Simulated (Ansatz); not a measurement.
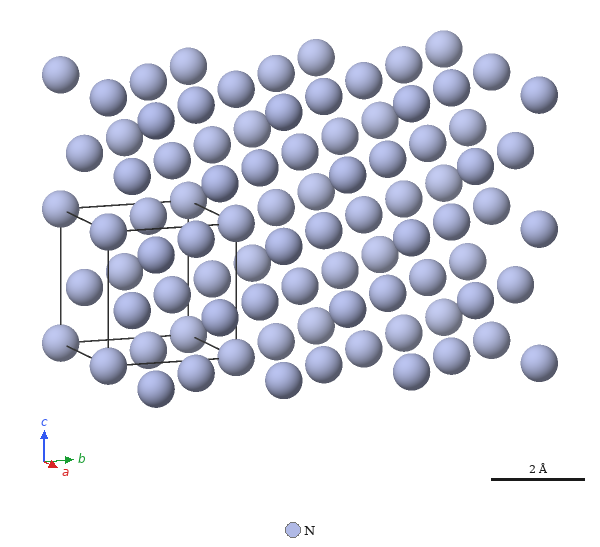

*The structure (ball-and-stick view of the cell 4 times as large as that of the calculation, set on its symmetry axes, repeated 2 × 3 × 2, seen slightly off an axis).*

## Single-point calculation of N

N (Fm-3m, 1 atom in the cell), computed with DFT PBE+D3(BJ), scalar-relativistic, plane waves, PAW, no spin polarisation (Ansatz 0.2.0).

The structure derives from a Materials Project entry. It belongs to a series of runs on one base structure; here: strain -0.050 along x and y, -0.050 along z, atoms carried along.

The input
```yaml
crystal:
  lattice:
    - [0.0, 1.4761181795, 1.4761181795]
    - [1.4761181795, 0.0, 1.4761181795]
    - [1.4761181795, 1.4761181795, 0.0]
  atoms:
    - { symbol: "N", position: [0.0, 0.0, 0.0] }
basis:
  ecutwfc: 420
kpoints:
  mp_grid: { grid: [26, 26, 26] }
hamiltonian:
  xc: pbe
  dispersion: d3bj
scf:
  occupations: { method: gaussian, width: 0.15 }
output:
  forces: true
  stress: true
  eigenvalues: true
```

Machine: 1 thread of an x86-64 CPU, shared host.

Run as:
```bash
ansatz run input.yaml --threads 1 --pin off --max-ram 1228MiB --backend cpu --events-out ev --progress --plain --runs-dir out
```

Output
```
Engine: ansatz 0.2.0, x86_64-unknown-linux-gnu
Pseudopotentials: kind: paw
Pseudopotential: N, paw, valence charge 5, recommended cutoff 420 eV (normal), N.paw.azcp
Functional definition: PBE
  parameter kappa = 0.804
  parameter beta = 0.06672455060314922
  exchange = pbe_x(kappa = kappa, mu = beta*pi^2/3)
  correlation = pbe_c(beta = beta)
Crystal: 1 atoms, lattice volume = 6.433 Å³
Basis set: ecut = 420 eV, 137 PW (Γ), exchange–correlation on 30×30×30 points (8 copies of the dense FFT grid, shifted against one another)
Bands: 7, of which v1, the nominal top of the filled ones, is band 3 counted from 1 (2 counted from 0)
Symmetry: 48 space group operations
Space group: Fm-3m (ITA 225), of the structure as read, at distance tolerance 1.9e-5 Å
k-points: 511 of 17576
Non-local potential: N, projectors of the file, l = 0: 2, l = 1: 2, l = 2: 1
PAW form: soft (Blöchl's): semilocal exchange-correlation on the pseudo side does not see the compensation charge
PAW one-centre angular grid: N, 110 points (default); XC on 64 Gauss nodes
Initial density: superposition of atomic densities (neutral atoms: chi_scale 0, normalization atom), corrected by the library's trained network
Initial wavefunctions: pseudopotential atomic-orbital guess
Functional: x = pbe(κ = 0.804, μ = 0.2195149727645171), c = pbe(β = 0.06672455060314922)
SCF iter   1: F=—  HF=-379.510171 eV  |F-HF|=—  |Δ(HF+E_count)|=         —  Δρ=2.97e-3  dr2=2.58e-4  ethr=1.77e-3  ⟨swp⟩=5.0  Hψ=25511  notcnv=0
preconditioner: auto → none  [metal: Δε(μ)=0.023 eV  Ē_g=27.015 eV  σ=0.150 eV  W_gap=0.09  n_scr=0 (ndim 8)  ℏωp=32.7 eV  f_vac=0.000  D(μ)=0.59/eV (n_scr^D=8)]
SCF iter   2: F=—  HF=-379.510026 eV  |F-HF|=—  |Δ(HF+E_count)|=   1.45e-4  Δρ=2.26e-3  dr2=1.80e-4  ethr=5.16e-6  ⟨swp⟩=1.7  Hψ=8372  notcnv=0
SCF iter   3: F=—  HF=-379.510079 eV  |F-HF|=—  |Δ(HF+E_count)|=   5.37e-5  Δρ=1.61e-3  dr2=8.86e-5  ethr=3.60e-6  ⟨swp⟩=2.1  Hψ=4612  notcnv=0
SCF iter   4: F=—  HF=-379.510058 eV  |F-HF|=—  |Δ(HF+E_count)|=   2.10e-5  Δρ=1.07e-3  dr2=4.09e-5  ethr=1.77e-6  ⟨swp⟩=1.0  Hψ=3346  notcnv=0
iter 5 did not close the SCF: its close was put off for the readings that it lacked (scf_convergence_deferred on its scf_iter line)
SCF iter   5: F=-379.510040 eV  HF=-379.510040 eV  |F-HF|=2.44e-8  |Δ(HF+E_count)|=   1.81e-5  Δρ=3.67e-5  dr2=4.07e-8  ethr=8.18e-7  ⟨swp⟩=2.0  Hψ=4416  notcnv=0
SCF iter   6: F=-379.510040 eV  HF=-379.510040 eV  |F-HF|=7.59e-9  |Δ(HF+E_count)|=   7.25e-9  Δρ=1.89e-5  dr2=1.35e-8  ethr=8.13e-10  ⟨swp⟩=3.0  Hψ=13482  notcnv=0
WARN: dispersion: an atom stands within reach of a switch of its C6 between two reference coordination numbers of its element: through that C6 alone, e_disp changes by 0.025 eV or more while the distances to its neighbours run over a stretch of 0.05 Å that contains this geometry (sites counted from 0 in the run's list of atoms or, in a supercell that it derives, in that cell's: here a list of 1) — site 0 (N): coordination number 2.253 (about 1.62 to 2.88 with every neighbour 0.05 Å farther or nearer), switch near 2.502 between the references 2.014 (weight 0.87) and 2.990 (weight 0.12), e_disp changing by some 0.03 eV. This is how the published method behaves, and the energy and the forces stay consistent. Where you compare this geometry's total energy with another's, compare their components.e_disp too, and, where the geometries are yours to choose, keep both on one side of the switch, which a site's coordination number tells: a relaxation that ends in reach of it can search the other side under relax.adjacent_minimum: search, except where no move that the cell, the constraints and the symmetry allow carries the atom there
SCF 1 converged in 6 iterations: F = -379.510040 eV  dr2 = 1.35e-8
  greatest PAW one-centre occupation: 0.885 electrons in one spin orbital (limit 2), on the N atom at site 0 (counted from 0), in its partial waves of l = 0
```

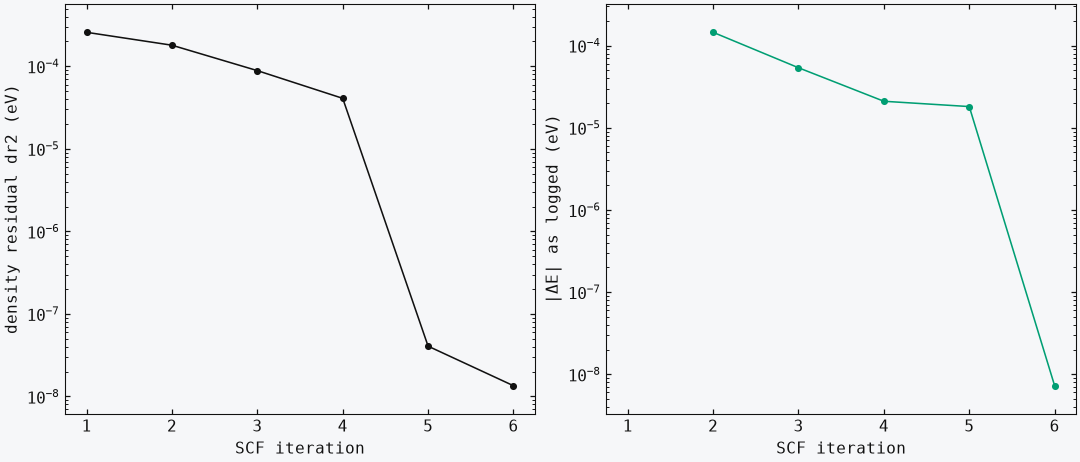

*Convergence of the self-consistent field: density residual dr2 and size of the energy change against the SCF iteration.*

The residual falls at every step.

```
SCF converged after 6 iterations
Free energy (F): -379.510040 eV
Harris-Foulkes:  -379.510040 eV  (|F-HF|=7.59e-9)
Internal energy: -379.503435 eV  (E = F + TS)
E sigma→0 (E₀):  -379.506738 eV
Entropy (-TS):   -0.006606 eV (-6.606 meV/atom)
Fermi energy:    11.043464 eV
--- Per-component energies (eV) ---
  E_band       = 13.721973
  E_kinetic    = 122.160381
  E_local      = -107.443582  (includes V_loc(G=0)·N_el)
  E_nonlocal   = 48.310247
  E_hartree    = 20.933924
  E_xc         = -58.673068
  E_vxc        = -74.544949  (∫ρ·V_xc dr)
  E_paw        = -125.065396  (= ΣΔE_a)
  E_vpaw       = -16.629074  (= ΣTr[D̂ρ^β])
  E_aug_tail   = 0.000077  (compensation charges beyond the density's cutoff)
  E_ewald      = -279.535496
  E_disp       = -0.190521  (pairwise vdW)
  E_smearing   = -0.006606  (= −TS)
  E_closure    = 0.000000  (closes the sum)
  Σ components = -379.510040   (vs F -379.510040, Δ=0.00e0)
--- Forces (eV/Å), atoms counted from 1 ---
  atom   1  N     -0.00000000     0.00000000     0.00000000
  max |Σ_I F_I| component: 6.68e-33 eV/Å
--- Stress (GPa, compression-positive) ---
       45.074954      -0.000000      -0.000000
        0.000000      45.074954      -0.000000
       -0.000000       0.000000      45.074954
  P = ⅓ Tr σ = 45.0750 GPa (450.750 kbar)
--- Band table (eV; the first three rows and the last of 511) ---
  k-point 0: bands = ["-11.2244", "15.9526", "15.9526", "15.9526", "38.6875", "44.9666", "44.9666"]
  k-point 1: bands = ["-11.1625", "15.7882", "15.9283", "15.9283", "38.7241", "44.2045", "45.0485"]
  k-point 2: bands = ["-10.9771", "15.2976", "15.8587", "15.8587", "38.8238", "42.7677", "45.2747"]
  k-point 510: bands = ["0.9157", "5.6968", "6.6049", "9.1958", "31.3035", "38.8736", "40.9147"]
```

Key numbers

| quantity | value |
| --- | --- |
| outcome | converged |
| space group (tolerance 0.01 Å) | Fm-3m (225) |
| electrons treated | 5 |
| free energy | −379.5100 eV |
| Fermi energy | 11.043 eV |
| gap on the k-point mesh | none (metallic) |
| pressure | 45.07 GPa |
| largest force (length of the vector) | under 0.001 eV/Å |
| wall time | 3 s |
| peak memory | 0.34 GiB |

Notes

The cell holds an odd number of electrons but the run has no spin polarisation, so it comes out as a metal. The cell is under a pressure of 45 GPa at this level, so it is not at its equilibrium volume.
